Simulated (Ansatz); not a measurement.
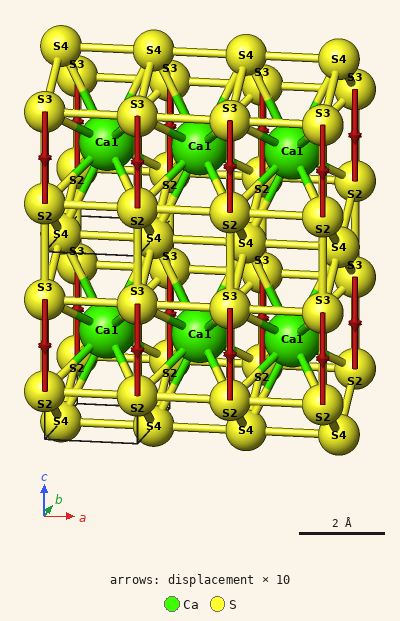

This is a relaxation of a crystal of CaS₃ (a generated structure, set up in Pmmm) (coarse preliminary run). The starting structure is drawn; red arrows show the displacements (the part carried along by the change of the cell is left out), 10 times their true length.

Style: ball-and-stick. Shown: the cell of the calculation, repeated 3 × 1 × 2 with one cell outlined, slightly off an axis.

These are results of DFT PBE, scalar-relativistic, plane waves, PAW (Ansatz 0.2.0), not measurements.

The input:
```yaml
crystal:
  lattice:
    - [2.22665574, 0.0, 0.0]
    - [0.0, 3.74460494, 0.0]
    - [0.0, 0.0, 4.54039223]
  atoms:
    - { symbol: Ca, position: [0.5, 0.5, 0.5] }
    - { symbol: S, position: [0.0, 0.0, 0.25585448] }
    - { symbol: S, position: [0.0, 0.0, 0.74414552] }
    - { symbol: S, position: [0.0, 0.5, 0.0] }
basis:
  ecutwfc: 420
kpoints:
  mp_grid: { grid: [8, 4, 4] }
hamiltonian:
  xc: pbe
scf:
  occupations: { method: gaussian, width: 0.1 }
  lower_state_search: "off"
output:
  forces: true
  stress: true
  eigenvalues: true
relax:
  adjacent_minimum: "off"
  f_tol: 0.04
  max_steps: 70
  cell: { stress_tol: 0.4 }
```

Run as
```bash
ansatz run input.yaml --threads 1 --pin off --max-ram 2048MiB --backend cpu --events-out ev --progress --plain --runs-dir out
```

Atoms of which element are displaced furthest, and by how much?

Answer. Sulfur: up to 0.14 Å, against 0.00 Å for calcium.

What did the optimiser do to the structure, and how much energy did it gain?

Answer. The largest moves relative to the cell, 0.14 Å, are those of S2 and S3. S3 goes along −c. Ca stays in place. The volume changes by +135.6 %, with a 2.227 → 3.701 Å (+66.2 %), b 3.745 → 5.234 Å (+39.8 %), c 4.540 → 4.604 Å (+1.4 %). Some distances before and after: S2–S2 2.227 → 3.701 Å, Ca1–Ca1 2.227 → 3.701 Å, Ca1–S2 2.444 → 3.354 Å, S2–S4 2.203 → 2.928 Å. Bond angles that change, for instance: Ca1–S4–Ca1 127.8° → 102.4°, Ca1–S2–Ca1 126.1° → 145.7°, Ca1–S2–S3 63.0° → 72.8°. The space group stays Pmmm (No. 47). After 18 accepted moves (20 points after the start) the energy has fallen by 13.883 eV per cell of the calculation. The largest force component goes from 0.19 to 0.028 eV/Å. Pressure: 161.77 GPa at the start and 0.21 GPa at the end. The SCF was repeated twice at an unchanged geometry on a basis and grid sized afresh for the cell, which shifted the energy by 0.621 eV per cell of the calculation at most. Cost: 34 s on 1 thread of Intel(R) Xeon(R) 6975P-C (Granite Rapids), with other jobs on the host, peak memory 0.43 GiB.

Limits of the set-up: the k-point mesh is coarse for a cell with partly filled bands.
